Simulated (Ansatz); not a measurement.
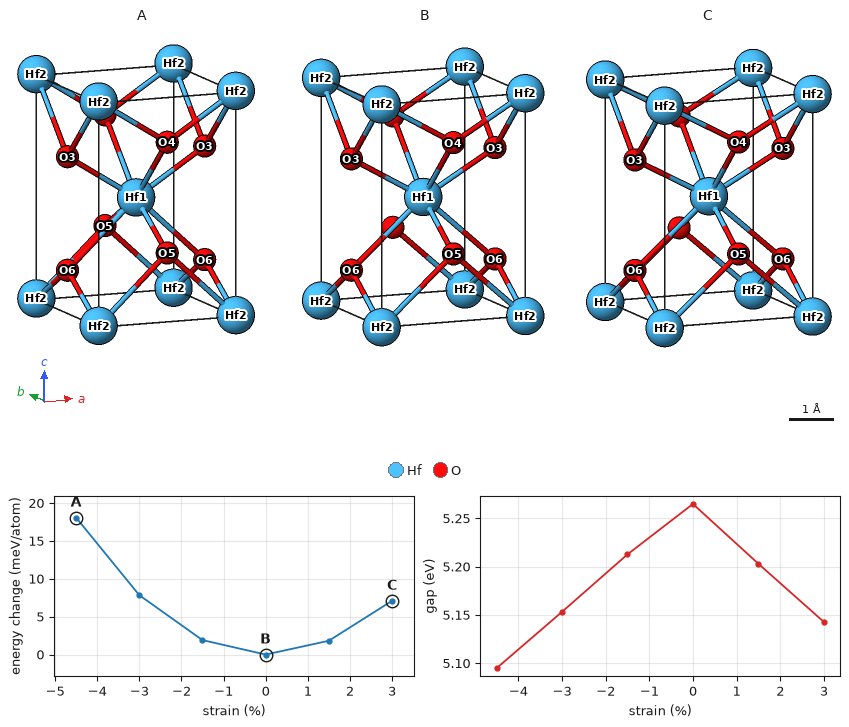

Members of a series of calculations on crystalline HfO2 (set up in P4_2/nmc), marked on the first curve. Style: ball-and-stick. Shown: the cell of the calculation, slightly off an axis.

Method: Ansatz, DFT r2SCAN, scalar-relativistic, plane waves, PAW. Set-up: plane-wave cutoff 500 eV; k-point mesh 6 × 6 × 6; occupations gaussian; smearing width 0.02 eV; no spin polarisation.

Q: Which kind of strain is it, and how does the structure respond?

A: Uniaxial strain along a; b, c and atoms relaxed. A (strain −4.5 %): energy change 18.1 meV/atom, volume 10.98 Å³ per atom, gap 5.09 eV. B (strain 0.0 %): energy change 0.0 meV/atom, volume 11.09 Å³ per atom, gap 5.26 eV. C (strain 3.0 %): energy change 7.1 meV/atom, volume 11.21 Å³ per atom, gap 5.14 eV. The rest compares A with C. The volume changes by +2.1 %, with a 3.416 → 3.684 Å (+7.9 %), b 3.680 → 3.514 Å (−4.5 %), c 5.238 → 5.195 Å (−0.8 %). Near-neighbour distances before and after: Hf–O 2.325 → 2.438 Å, Hf–O 2.444 → 2.358 Å, Hf–O 2.018 → 2.088 Å.
